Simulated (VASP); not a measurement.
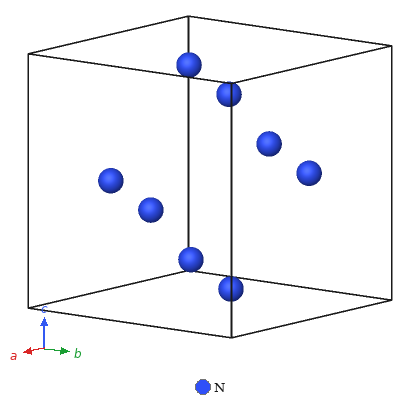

N, space group Pa-3 (No. 205), a = 5.563 Å, b = 5.563 Å, c = 5.563 Å, α = 90.00°, β = 90.00°, γ = 90.00°

| site | Wyckoff | x | y | z |
| --- | --- | --- | --- | --- |
| N | 8c | 0.0577 | 0.4423 | 0.5577 |

Source: the end point of a relaxation with VASP Kohn-Sham DFT of a periodic cell, PBE with D3(BJ), VASP PAW PBE potentials, recommended in VASP.

### How is the cell volume shared among the sites in a plain Voronoi partition?

| site | faces above 1 % of the sphere | volume (Å³) | solid angle by neighbour (%) |
| --- | --- | --- | --- |
| N | 13 | 21.52 | N 100 |

Weighted by multiplicity the volumes add up to the cell volume, 172.2 Å³.

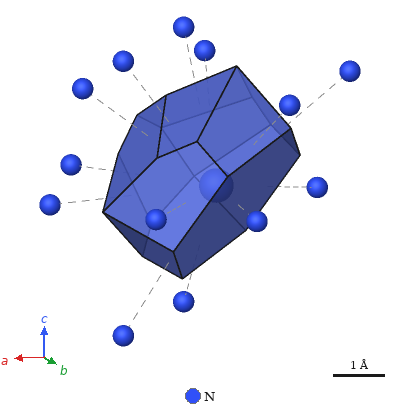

The computed Voronoi cell of N, with the neighbours that bound it.
